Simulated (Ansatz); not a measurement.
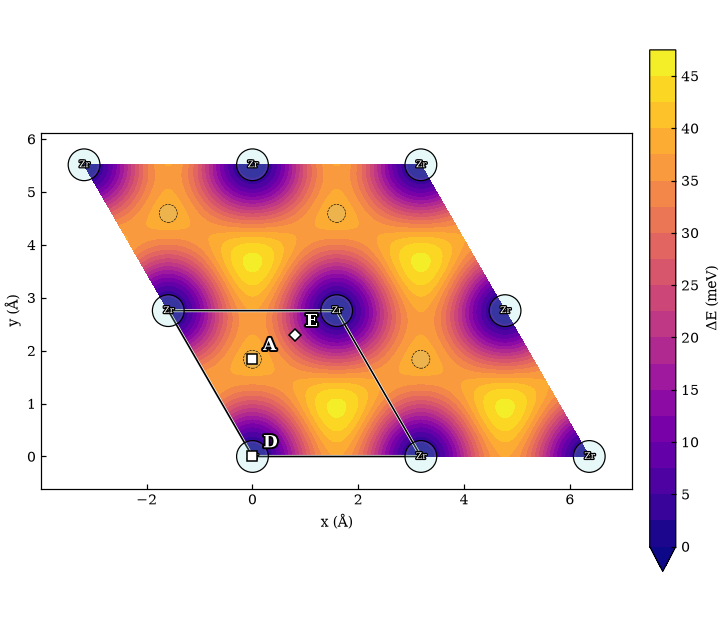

N₂ on a Zr(001) slab cut from the P6_3/mmc phase, its upper half relaxed before the scan (16 atoms of substrate and one adsorbate in a 2 × 2 cell). N2 is moved over the surface cell at a fixed height above a rigid substrate; the origin of the map has the adsorbate above Zr13; the height is held at 3.60 Å. Places are given modulo a cell vector. The map is drawn in real space over the plane of the surface. Grid: 6 × 6 points; 10 points were computed and 26 follow by symmetry. Places are given in fractions of the 1 × 1 surface cell. All energies are given in meV relative to the lowest grid point. At a fixed height the lowest place need not be the adsorption site. All numbers below come from DFT PBE+D3(BJ), scalar-relativistic, plane waves, PAW in Ansatz 0.2.0. Settings: cutoff 420 eV, k-mesh 6×6×1, gaussian smearing 0.1 eV, no spin polarisation.

In the figure: filled contours, labelled circles for the atoms of the top layer and small ones for the second layer, the outline of one cell of the 2 × 2 shown, lettered points. Between grid points the surface is interpolated.

Question: What kind of point is each of A, D, E: minimum, saddle, maximum or slope?

Answer: A: maximum; D: minimum; E: on a slope. (In these two coordinates alone; a stationary point may lie a little off the grid point.)

Question: Rank the lettered points by energy, lowest first.

Answer: D (0.0 meV), E (22.3 meV), A (39.1 meV).
